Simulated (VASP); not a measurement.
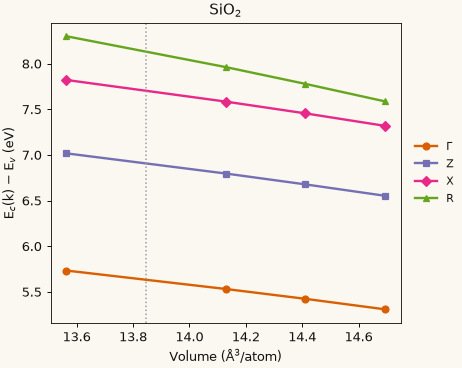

Lowest conduction level at each named k point, counted from the valence-band top at Γ. One run is left out (dotted line).

System: SiO₂, space group P4_32_12, 12 atoms in the cell. The cell is scaled at fixed shape and fractional positions. At 14.13 Å³/atom, a = 4.960 Å, c = 6.890 Å (tetragonal axes). Computed with VASP 6.6.1: LDA, VASP PAW LDA potentials, release 64 (Si, O), no spin polarisation, no spin-orbit coupling, 6×6×4 k mesh, 520 eV cutoff, Gaussian smearing of 0.02 eV.

| volume | Γ (eV) | Z (eV) | X (eV) | R (eV) | pressure (GPa) |
| --- | --- | --- | --- | --- | --- |
| 13.56 Å³/atom | 5.73 | 7.02 | 7.82 | 8.30 | 8.1 |
| 14.13 Å³/atom | 5.53 | 6.80 | 7.59 | 7.96 | 0.3 |
| 14.41 Å³/atom | 5.42 | 6.68 | 7.46 | 7.78 | −3.1 |
| 14.69 Å³/atom | 5.31 | 6.55 | 7.32 | 7.59 | −6.1 |

Estimate the values at 13.85 Å³/atom.

Fits through the other points against the logarithm of the volume give 5.63 eV at Γ (a straight line), 6.90 eV at Z (a straight line), 7.70 eV at X (a straight line) and 8.14 eV at R (a parabola). The run itself gives 5.63, 6.91, 7.71 and 8.14 eV, within 0.01 eV of the estimates.

LDA, GGA and most meta-GGA functionals understate gaps. The usual form of SiO2 is α-quartz.
